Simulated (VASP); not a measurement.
# Core levels calculation, with input and output: Zr (part 2 of 5)

The same run, continued: Zr (P6₃/mmc, 36 atoms in the cell); Kohn-Sham DFT of a periodic cell, PBEsol, VASP PAW PBE potentials, recommended, no spin polarisation (VASP 6.6.1); cutoff 520 eV, 4×4×3 k-mesh, methfessel-paxton of 0.1 eV. The structure derives from an entry of the Crystallography Open Database.

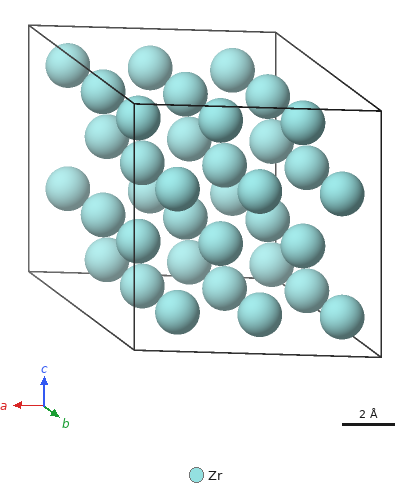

Fig. 1: The input geometry (spheres-only view of the cell of the calculation, seen at an oblique angle). An atom can appear more than once, as a periodic image.

Parts of OUTCAR, continued
```
 Free energy of the ion-electron system (eV)
  ---------------------------------------------------
  ext. energy  EPLUGINS =         0.00000000
  ---------------------------------------------------
  free energy    TOTEN  =      -326.59375171 eV

  energy without entropy =     -326.60438742  energy(sigma->0) =     -326.59729695

 the core state eigenenergies are
   1-  1s -17807.4644  2s  -2454.6732  2p  -2187.1824  3s   -389.9530  3p   -302.8366
       3d   -159.9383
   2-  1s -17807.4644  2s  -2454.6732  2p  -2187.1824  3s   -389.9530  3p   -302.8366
       3d   -159.9383
   3-  1s -17807.4644  2s  -2454.6732  2p  -2187.1824  3s   -389.9530  3p   -302.8366
       3d   -159.9383
   4-  1s -17807.4644  2s  -2454.6732  2p  -2187.1824  3s   -389.9530  3p   -302.8366
       3d   -159.9383
   5-  1s -17807.4644  2s  -2454.6732  2p  -2187.1824  3s   -389.9530  3p   -302.8366
       3d   -159.9383
   6-  1s -17807.4644  2s  -2454.6732  2p  -2187.1824  3s   -389.9530  3p   -302.8366
       3d   -159.9383
   7-  1s -17807.4644  2s  -2454.6732  2p  -2187.1824  3s   -389.9530  3p   -302.8366
       3d   -159.9383
   8-  1s -17807.4644  2s  -2454.6732  2p  -2187.1824  3s   -389.9530  3p   -302.8366
       3d   -159.9383
   9-  1s -17807.4644  2s  -2454.6732  2p  -2187.1824  3s   -389.9530  3p   -302.8366
       3d   -159.9383
  10-  1s -17807.4644  2s  -2454.6732  2p  -2187.1824  3s   -389.9530  3p   -302.8366
       3d   -159.9383
  11-  1s -17807.4644  2s  -2454.6732  2p  -2187.1824  3s   -389.9530  3p   -302.8366
       3d   -159.9383
  12-  1s -17807.4644  2s  -2454.6732  2p  -2187.1824  3s   -389.9530  3p   -302.8366
       3d   -159.9383
  13-  1s -17807.4644  2s  -2454.6732  2p  -2187.1824  3s   -389.9530  3p   -302.8366
       3d   -159.9383
  14-  1s -17807.4644  2s  -2454.6732  2p  -2187.1824  3s   -389.9530  3p   -302.8366
       3d   -159.9383
  15-  1s -17807.4644  2s  -2454.6732  2p  -2187.1824  3s   -389.9530  3p   -302.8366
       3d   -159.9383
  16-  1s -17807.4644  2s  -2454.6732  2p  -2187.1824  3s   -389.9530  3p   -302.8366
       3d   -159.9383
  17-  1s -17807.4644  2s  -2454.6732  2p  -2187.1824  3s   -389.9530  3p   -302.8366
       3d   -159.9383
  18-  1s -17807.4644  2s  -2454.6732  2p  -2187.1824  3s   -389.9530  3p   -302.8366
       3d   -159.9383
  19-  1s -17807.4644  2s  -2454.6732  2p  -2187.1824  3s   -389.9530  3p   -302.8366
       3d   -159.9383
  20-  1s -17807.4644  2s  -2454.6732  2p  -2187.1824  3s   -389.9530  3p   -302.8366
       3d   -159.9383
  21-  1s -17807.4644  2s  -2454.6732  2p  -2187.1824  3s   -389.9530  3p   -302.8366
       3d   -159.9383
  22-  1s -17807.4644  2s  -2454.6732  2p  -2187.1824  3s   -389.9530  3p   -302.8366
       3d   -159.9383
  23-  1s -17807.4644  2s  -2454.6732  2p  -2187.1824  3s   -389.9530  3p   -302.8366
       3d   -159.9383
  24-  1s -17807.4644  2s  -2454.6732  2p  -2187.1824  3s   -389.9530  3p   -302.8366
       3d   -159.9383
  25-  1s -17807.4644  2s  -2454.6732  2p  -2187.1824  3s   -389.9530  3p   -302.8366
       3d   -159.9383
  26-  1s -17807.4644  2s  -2454.6732  2p  -2187.1824  3s   -389.9530  3p   -302.8366
       3d   -159.9383
  27-  1s -17807.4644  2s  -2454.6732  2p  -2187.1824  3s   -389.9530  3p   -302.8366
       3d   -159.9383
  28-  1s -17807.4644  2s  -2454.6732  2p  -2187.1824  3s   -389.9530  3p   -302.8366
       3d   -159.9383
  29-  1s -17807.4644  2s  -2454.6732  2p  -2187.1824  3s   -389.9530  3p   -302.8366
       3d   -159.9383
  30-  1s -17807.4644  2s  -2454.6732  2p  -2187.1824  3s   -389.9530  3p   -302.8366
       3d   -159.9383
  31-  1s -17807.4644  2s  -2454.6732  2p  -2187.1824  3s   -389.9530  3p   -302.8366
       3d   -159.9383
  32-  1s -17807.4644  2s  -2454.6732  2p  -2187.1824  3s   -389.9530  3p   -302.8366
       3d   -159.9383
  33-  1s -17807.4644  2s  -2454.6732  2p  -2187.1824  3s   -389.9530  3p   -302.8366
       3d   -159.9383
  34-  1s -17807.4644  2s  -2454.6732  2p  -2187.1824  3s   -389.9530  3p   -302.8366
       3d   -159.9383
  35-  1s -17807.4644  2s  -2454.6732  2p  -2187.1824  3s   -389.9530  3p   -302.8366
       3d   -159.9383
  36-  1s -17807.4644  2s  -2454.6732  2p  -2187.1824  3s   -389.9530  3p   -302.8366
       3d   -159.9383

 E-fermi :   8.8632     XC(G=0): -11.2026     alpha+bet :-15.9393

 val. band max:        8.8572861611   @ k =   0.5000  -0.0000   0.3333
 cond. band min:       8.8777356722   @ k =   0.2500   0.2500   0.3333
 fundamental gap:      0.0204495111
 Fermi energy:         8.8631716750

 k-point     1 :       0.0000    0.0000    0.0000
  band No.  band energies     occupation
      1     -39.8747      2.00000
      2     -39.7973      2.00000
      3     -39.7973      2.00000
      4     -39.7783      2.00000
      5     -39.7783      2.00000
      6     -39.7783      2.00000
      7     -39.7783      2.00000
      8     -39.7783      2.00000
      9     -39.7783      2.00000
     10     -39.7334      2.00000
     11     -39.7334      2.00000
     12     -39.7334      2.00000
     13     -39.7334      2.00000
     14     -39.7334      2.00000
     15     -39.7334      2.00000
     16     -39.7334      2.00000
     17     -39.7334      2.00000
     18     -39.7334      2.00000
     19     -39.7334      2.00000
     20     -39.7334      2.00000
     21     -39.7334      2.00000
     22     -39.7185      2.00000
     23     -39.7013      2.00000
     24     -39.7013      2.00000
     25     -39.7013      2.00000
     26     -39.7013      2.00000
     27     -39.7012      2.00000
     28     -39.7012      2.00000
     29     -39.7012      2.00000
     30     -39.7012      2.00000
     31     -39.6882      2.00000
     32     -39.6882      2.00000
     33     -39.6882      2.00000
     34     -39.6882      2.00000
     35     -39.6882      2.00000
     36     -39.6882      2.00000
     37     -18.4316      2.00000
     38     -18.1942      2.00000
     39     -18.1942      2.00000
     40     -18.1942      2.00000
     41     -18.1942      2.00000
     42     -18.1862      2.00000
     43     -18.1862      2.00000
     44     -18.1862      2.00000
     45     -18.1862      2.00000
     46     -18.1862      2.00000
     47     -18.1862      2.00000
     48     -18.1862      2.00000
     49     -18.1862      2.00000
     50     -18.1862      2.00000
     51     -18.1862      2.00000
     52     -18.1862      2.00000
     53     -18.1862      2.00000
     54     -18.1464      2.00000
     55     -18.1464      2.00000
     56     -18.1464      2.00000
     57     -18.1464      2.00000
     58     -18.1464      2.00000
     59     -18.1464      2.00000
     60     -18.1161      2.00000
     61     -18.1161      2.00000
     62     -18.0757      2.00000
     63     -18.0757      2.00000
     64     -18.0757      2.00000
     65     -18.0757      2.00000
     66     -18.0757      2.00000
     67     -18.0757      2.00000
     68     -17.9605      2.00000
     69     -17.9605      2.00000
     70     -17.9605      2.00000
     71     -17.9605      2.00000
     72     -17.9564      2.00000
     73     -17.9564      2.00000
     74     -17.9564      2.00000
     75     -17.9564      2.00000
     76     -17.9406      2.00000
     77     -17.9406      2.00000
     78     -17.9182      2.00000
     79     -17.9182      2.00000
     80     -17.9182      2.00000
     81     -17.9182      2.00000
     82     -17.9182      2.00000
     83     -17.9182      2.00000
     84     -17.8192      2.00000
     85     -17.8192      2.00000
     86     -17.8192      2.00000
     87     -17.8192      2.00000
     88     -17.7908      2.00000
     89     -17.7908      2.00000
     90     -17.7096      2.00000
     91     -17.7096      2.00000
     92     -17.7096      2.00000
     93     -17.7096      2.00000
     94     -17.7096      2.00000
     95     -17.7096      2.00000
     96     -17.6618      2.00000
     97     -17.6618      2.00000
     98     -17.6618      2.00000
     99     -17.6618      2.00000
    100     -17.6618      2.00000
    101     -17.6618      2.00000
    102     -17.6618      2.00000
    103     -17.6618      2.00000
    104     -17.6618      2.00000
    105     -17.6618      2.00000
    106     -17.6618      2.00000
    107     -17.6618      2.00000
    108     -17.5984      2.00000
    109     -17.5984      2.00000
    110     -17.5984      2.00000
    111     -17.5984      2.00000
    112     -17.5984      2.00000
    113     -17.5984      2.00000
    114     -17.5984      2.00000
    115     -17.5984      2.00000
    116     -17.5984      2.00000
    117     -17.5984      2.00000
    118     -17.5984      2.00000
    119     -17.5984      2.00000
    120     -17.5721      2.00000
    121     -17.5721      2.00000
    122     -17.5721      2.00000
    123     -17.5721      2.00000
    124     -17.5621      2.00000
    125     -17.5621      2.00000
    126     -17.5621      2.00000
    127     -17.5621      2.00000
    128     -17.5621      2.00000
    129     -17.5621      2.00000
    130     -17.5486      2.00000
    131     -17.5486      2.00000
    132     -17.4846      2.00000
    133     -17.4846      2.00000
    134     -17.4846      2.00000
    135     -17.4846      2.00000
    136     -17.4846      2.00000
    137     -17.4846      2.00000
    138     -17.4774      2.00000
    139     -17.4774      2.00000
    140     -17.4774      2.00000
    141     -17.4774      2.00000
    142     -17.4139      2.00000
    143     -17.4054      2.00000
    144     -17.4054      2.00000
    145       3.1918      2.00000
    146       4.9035      2.00000
    147       4.9035      2.00000
    148       5.5288      2.00000
    149       5.5288      2.00000
    150       5.5288      2.00000
    151       5.5288      2.00000
    152       5.5288      2.00000
    153       5.5288      2.00000
    154       5.8220      2.00000
    155       6.0873      2.00000
    156       6.0873      2.00000
    157       6.0873      2.00000
    158       6.0873      2.00000
    159       6.0873      2.00000
    160       6.0873      2.00000
    161       6.0873      2.00000
    162       6.0873      2.00000
    163       6.0873      2.00000
    164       6.0873      2.00000
    165       6.0873      2.00000
    166       6.0873      2.00000
    167       6.7366      2.00000
    168       6.7366      2.00000
    169       6.7366      2.00000
    170       6.7366      2.00000
    171       6.7366      2.00000
    172       6.7366      2.00000
    173       6.7590      2.00000
    174       6.7590      2.00000
    175       7.2948      2.00000
    176       7.2948      2.00000
    177       7.2948      2.00000
    178       7.2948      2.00000
    179       7.2948      2.00000
    180       7.2948      2.00000
    181       7.4092      2.00000
    182       7.4092      2.00000
    183       7.4092      2.00000
    184       7.4092      2.00000
    185       7.5095      2.00000
    186       7.5095      2.00000
    187       7.5095      2.00000
    188       7.5095      2.00000
    189       7.5898      2.00000
    190       7.5898      2.00000
    191       7.5898      2.00000
    192       7.5898      2.00000
    193       7.7308      2.00000
    194       7.7308      2.00000
    195       7.9969      2.00000
    196       7.9969      2.00000
    197       7.9969      2.00000
    198       7.9969      2.00000
    199       7.9969      2.00000
    200       7.9969      2.00000
    201       7.9969      2.00000
    202       7.9969      2.00000
    203       7.9969      2.00000
    204       7.9969      2.00000
    205       7.9969      2.00000
    206       7.9969      2.00000
    207       8.3564      2.00000
    208       8.3564      2.00000
    209       8.3564      2.00000
    210       8.3564      2.00000
    211       8.3564      2.00000
    212       8.3564      2.00000
    213       8.8444      1.31115
    214       8.8444      1.31115
    215       8.8444      1.31115
    216       8.8444      1.31115
    217       8.9096      0.30003
    218       8.9096      0.30003
    219       9.1230     -0.00148
    220       9.1230     -0.00148
    221       9.1230     -0.00148
    222       9.1230     -0.00148
    223       9.6117     -0.00000
    224       9.6117     -0.00000
    225       9.6117     -0.00000
    226       9.6117     -0.00000
    227       9.6117     -0.00000
    228       9.6117     -0.00000

 k-point     2 :       0.2500   -0.0000    0.0000
  band No.  band energies     occupation
      1     -39.8667      2.00000
      2     -39.8128      2.00000
      3     -39.7916      2.00000
      4     -39.7916      2.00000
      5     -39.7914      2.00000
      6     -39.7914      2.00000
      7     -39.7593      2.00000
      8     -39.7593      2.00000
      9     -39.7548      2.00000
     10     -39.7548      2.00000
     11     -39.7496      2.00000
     12     -39.7413      2.00000
     13     -39.7413      2.00000
     14     -39.7413      2.00000
     15     -39.7413      2.00000
     16     -39.7227      2.00000
     17     -39.7227      2.00000
     18     -39.7227      2.00000
     19     -39.7227      2.00000
     20     -39.7177      2.00000
     21     -39.7177      2.00000
     22     -39.7175      2.00000
     23     -39.7175      2.00000
     24     -39.7152      2.00000
     25     -39.7041      2.00000
     26     -39.7041      2.00000
     27     -39.7041      2.00000
     28     -39.7041      2.00000
     29     -39.6962      2.00000
     30     -39.6908      2.00000
     31     -39.6908      2.00000
     32     -39.6907      2.00000
     33     -39.6907      2.00000
     34     -39.6859      2.00000
     35     -39.6859      2.00000
     36     -39.6857      2.00000
     37     -18.4102      2.00000
     38     -18.2852      2.00000
     39     -18.2852      2.00000
     40     -18.2561      2.00000
     41     -18.2345      2.00000
     42     -18.2345      2.00000
     43     -18.2345      2.00000
     44     -18.2345      2.00000
     45     -18.2207      2.00000
     46     -18.2207      2.00000
     47     -18.2207      2.00000
     48     -18.2207      2.00000
     49     -18.2026      2.00000
     50     -18.1896      2.00000
     51     -18.1896      2.00000
     52     -18.1395      2.00000
     53     -18.1395      2.00000
     54     -18.1377      2.00000
     55     -18.1377      2.00000
     56     -18.1281      2.00000
     57     -18.1281      2.00000
     58     -18.1281      2.00000
     59     -18.1281      2.00000
     60     -18.0802      2.00000
     61     -18.0802      2.00000
     62     -18.0668      2.00000
     63     -18.0668      2.00000
     64     -18.0436      2.00000
     65     -18.0333      2.00000
     66     -17.9965      2.00000
     67     -17.9965      2.00000
     68     -17.9875      2.00000
     69     -17.9875      2.00000
     70     -17.9854      2.00000
     71     -17.9854      2.00000
     72     -17.9480      2.00000
     73     -17.9480      2.00000
     74     -17.9087      2.00000
     75     -17.9087      2.00000
     76     -17.9066      2.00000
     77     -17.9066      2.00000
     78     -17.9009      2.00000
     79     -17.9002      2.00000
     80     -17.9002      2.00000
     81     -17.9002      2.00000
     82     -17.9002      2.00000
     83     -17.8680      2.00000
     84     -17.8680      2.00000
     85     -17.7555      2.00000
     86     -17.7476      2.00000
     87     -17.7476      2.00000
     88     -17.7459      2.00000
     89     -17.7361      2.00000
     90     -17.7361      2.00000
     91     -17.7265      2.00000
     92     -17.7265      2.00000
     93     -17.7004      2.00000
     94     -17.7004      2.00000
     95     -17.7004      2.00000
     96     -17.7004      2.00000
     97     -17.6865      2.00000
     98     -17.6865      2.00000
     99     -17.6733      2.00000
    100     -17.6733      2.00000
    101     -17.6733      2.00000
    102     -17.6733      2.00000
    103     -17.6622      2.00000
    104     -17.6622      2.00000
    105     -17.6584      2.00000
    106     -17.6421      2.00000
    107     -17.6421      2.00000
    108     -17.6310      2.00000
    109     -17.6274      2.00000
    110     -17.6274      2.00000
    111     -17.6051      2.00000
    112     -17.6051      2.00000
    113     -17.6012      2.00000
    114     -17.6012      2.00000
    115     -17.6012      2.00000
    116     -17.6012      2.00000
    117     -17.5959      2.00000
    118     -17.5809      2.00000
    119     -17.5809      2.00000
    120     -17.5809      2.00000
    121     -17.5809      2.00000
    122     -17.5763      2.00000
    123     -17.5763      2.00000
    124     -17.5763      2.00000
    125     -17.5763      2.00000
    126     -17.5641      2.00000
    127     -17.5584      2.00000
    128     -17.5584      2.00000
    129     -17.5358      2.00000
    130     -17.5358      2.00000
    131     -17.5260      2.00000
    132     -17.5260      2.00000
    133     -17.5101      2.00000
    134     -17.5101      2.00000
    135     -17.5058      2.00000
    136     -17.4983      2.00000
    137     -17.4966      2.00000
    138     -17.4966      2.00000
    139     -17.4883      2.00000
    140     -17.4883      2.00000
    141     -17.4564      2.00000
    142     -17.4545      2.00000
    143     -17.4232      2.00000
    144     -17.4115      2.00000
    145       3.3867      2.00000
    146       4.7195      2.00000
    147       5.0731      2.00000
    148       5.0731      2.00000
    149       5.2676      2.00000
    150       5.2676      2.00000
    151       5.9450      2.00000
    152       5.9450      2.00000
    153       5.9943      2.00000
    154       5.9943      2.00000
    155       6.0003      2.00000
    156       6.0294      2.00000
    157       6.0294      2.00000
    158       6.0827      2.00000
    159       6.1581      2.00000
    160       6.1581      2.00000
    161       6.1581      2.00000
    162       6.1581      2.00000
    163       6.1847      2.00000
    164       6.1847      2.00000
    165       6.1847      2.00000
    166       6.1847      2.00000
    167       6.4887      2.00000
    168       6.7427      2.00000
    169       6.7427      2.00000
    170       6.7863      2.00000
    171       6.7863      2.00000
    172       6.8354      2.00000
    173       6.8657      2.00000
    174       6.9312      2.00000
    175       6.9312      2.00000
    176       6.9312      2.00000
    177       6.9312      2.00000
    178       6.9832      2.00000
    179       6.9832      2.00000
    180       7.0449      2.00000
    181       7.0449      2.00000
    182       7.1873      2.00000
    183       7.1873      2.00000
    184       7.3628      2.00000
    185       7.3628      2.00000
    186       7.5731      2.00000
    187       7.5731      2.00000
    188       7.8645      2.00000
    189       7.8645      2.00000
    190       7.8660      2.00000
    191       7.8660      2.00000
    192       7.9701      2.00000
    193       7.9969      2.00000
    194       7.9969      2.00000
    195       7.9969      2.00000
    196       7.9969      2.00000
    197       8.0448      2.00000
    198       8.0448      2.00000
    199       8.0448      2.00000
    200       8.0448      2.00000
    201       8.0919      2.00000
    202       8.0919      2.00000
    203       8.0919      2.00000
    204       8.0919      2.00000
```
